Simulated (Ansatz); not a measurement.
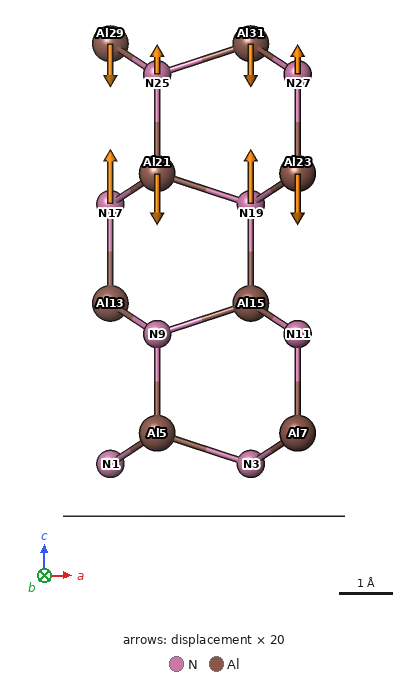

A constrained relaxation of a slab of composition AlN (cut from the P6_3mc phase). The starting structure is drawn; orange arrows show the displacements, 20 times their true length.

Style: ball-and-stick. Shown: the cell of the calculation, outlined in the plane, without the vacuum, along the b axis.

Case: clean slab, lower planes held. The slab is the (0 0 1) face of AlN. 16 atoms are held fixed.

These are results of DFT PBE+D3(BJ), scalar-relativistic, plane waves, PAW in Ansatz, not measurements.

Input file:
```yaml
crystal:
  lattice:
    - [6.2188310381, 0.0, 0.0]
    - [-3.1094155191, 5.3856656609, 0.0]
    - [0.0, 0.0, 24.0562460741]
  atoms:
    - { symbol: "N", position: [0.1666666667, 0.3333333333, 0.3325539644] }
    - { symbol: "N", position: [0.1666666667, 0.8333333333, 0.3325539644] }
    - { symbol: "N", position: [0.6666666667, 0.3333333333, 0.3325539644] }
    - { symbol: "N", position: [0.6666666667, 0.8333333333, 0.3325539644] }
    - { symbol: Al, position: [0.3333333333, 0.1666666667, 0.3569995588] }
    - { symbol: Al, position: [0.3333333333, 0.6666666667, 0.3569995588] }
    - { symbol: Al, position: [0.8333333333, 0.1666666667, 0.3569995588] }
    - { symbol: Al, position: [0.8333333333, 0.6666666667, 0.3569995588] }
    - { symbol: "N", position: [0.3333333333, 0.1666666667, 0.4360361233] }
    - { symbol: "N", position: [0.3333333333, 0.6666666667, 0.4360361233] }
    - { symbol: "N", position: [0.8333333333, 0.1666666667, 0.4360361233] }
    - { symbol: "N", position: [0.8333333333, 0.6666666667, 0.4360361233] }
    - { symbol: Al, position: [0.1666666667, 0.3333333333, 0.4604817177] }
    - { symbol: Al, position: [0.1666666667, 0.8333333333, 0.4604817177] }
    - { symbol: Al, position: [0.6666666667, 0.3333333333, 0.4604817177] }
    - { symbol: Al, position: [0.6666666667, 0.8333333333, 0.4604817177] }
    - { symbol: "N", position: [0.1666666667, 0.3333333333, 0.5395182823] }
    - { symbol: "N", position: [0.1666666667, 0.8333333333, 0.5395182823] }
    - { symbol: "N", position: [0.6666666667, 0.3333333333, 0.5395182823] }
    - { symbol: "N", position: [0.6666666667, 0.8333333333, 0.5395182823] }
    - { symbol: Al, position: [0.3333333333, 0.1666666667, 0.5639638767] }
    - { symbol: Al, position: [0.3333333333, 0.6666666667, 0.5639638767] }
    - { symbol: Al, position: [0.8333333333, 0.1666666667, 0.5639638767] }
    - { symbol: Al, position: [0.8333333333, 0.6666666667, 0.5639638767] }
    - { symbol: "N", position: [0.3333333333, 0.1666666667, 0.6430004412] }
    - { symbol: "N", position: [0.3333333333, 0.6666666667, 0.6430004412] }
    - { symbol: "N", position: [0.8333333333, 0.1666666667, 0.6430004412] }
    - { symbol: "N", position: [0.8333333333, 0.6666666667, 0.6430004412] }
    - { symbol: Al, position: [0.1666666667, 0.3333333333, 0.6674460356] }
    - { symbol: Al, position: [0.1666666667, 0.8333333333, 0.6674460356] }
    - { symbol: Al, position: [0.6666666667, 0.3333333333, 0.6674460356] }
    - { symbol: Al, position: [0.6666666667, 0.8333333333, 0.6674460356] }
basis:
  ecutwfc: 420
kpoints:
  mp_grid: { grid: [3, 3, 1] }
hamiltonian:
  xc: pbe
  dispersion: d3bj
scf:
  occupations: { method: gaussian, width: 0.05 }
output:
  forces: true
  eigenvalues: true
  write_density: true
  write_potential: true
  elf: true
  volumetric_format: npy
relax:
  adjacent_minimum: "off"
  f_tol: 0.03
  max_steps: 70
  constraints: [{ sites: [0, 1, 2, 3, 4, 5, 6, 7, 8, 9, 10, 11, 12, 13, 14, 15] }]
efield:
  axis: 3
  dipole_correction: true
  ramp_width: 0.04
```

Run as
```bash
ansatz run input.yaml --threads 4 --pin off --max-ram 10240MiB --backend cpu --events-out ev --progress --plain --runs-dir out
```

What happened in the run?

The largest moves, 0.053 Å, are those of N17, N18, N19 and N20. N17 goes along the normal (+c). Largest moves by element: N 0.053 Å, Al 0.050 Å. The cell stays as it was. Among the contacts that change: Al21–N25 1.901 → 1.980 Å, Al13–N17 1.901 → 1.955 Å, N17–Al21 1.889 → 1.860 Å, N25–Al29 1.889 → 1.868 Å. Among the angles between lasting bonds that change: N18–Al24–N28 108.1° → 105.1°, Al15–N19–Al21 108.1° → 105.1°, Al23–N27–Al29 108.1° → 106.1°. Over 3 geometry steps the energy falls by 0.296 eV per cell of the calculation. The largest force component goes from 1.3 to 0.015 eV/Å.
